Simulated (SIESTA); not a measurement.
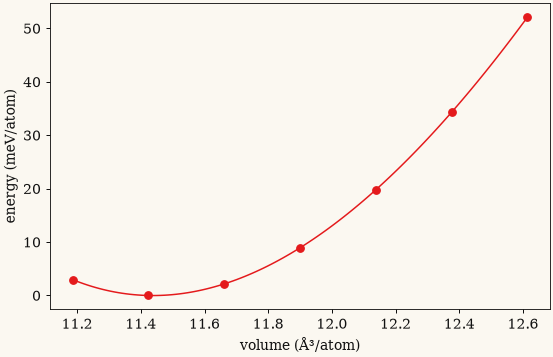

The plot gives the computed energy against volume for ZnO, space group P6_3mc (No. 186).

Structure:
```xyz
4
Lattice="3.2493 0.0000 0.0000 -1.6247 2.8140 0.0000 0.0000 0.0000 5.2057" Properties=species:S:1:pos:R:3 pbc="T T T"
Zn    1.6247    0.9380    0.0000
Zn    0.0000    1.8760    2.6029
O     0.0000    1.8760    4.5759
O     1.6247    0.9380    1.9730
```

Method: DFT in numerical atomic orbitals with pseudopotentials, no spin polarisation; energies at scaled volumes of the given cell, shape and fractions fixed, counted from the fit's minimum, third-order Birch-Murnaghan fit (SIESTA 5.4.2). Level: LDA.

```csv
setting,value
k mesh,9×9×5
occupations,Fermi–Dirac
smearing width,0.05 eV
potentials,"PseudoDojo 0.4 standard, converted to PSML, two zetas on semicore shells"
program settings,"basis DZP, mesh cutoff 800 Ry"
```

From this curve and the settings, what does the calculation give for the pressure at the same points?

The pressure falls from 3.84 GPa at volume 11.19 Å³/atom to −12.97 GPa at 12.61 Å³/atom, and changes sign near 11.44 Å³/atom.

```
volume (Å³/atom)  pressure (GPa)
           11.19            3.84
           11.42            0.23
           11.66           -3.06
           11.90           -5.98
           12.14           -8.59
           12.38          -10.92
           12.61          -12.97
```

Note: mulliken charges of long orbitals; short basis over semicore shells; valence orbitals made in semicore potential; shape and atomic fractions are frozen while scaling, which makes layered, chain and framework solids too stiff.
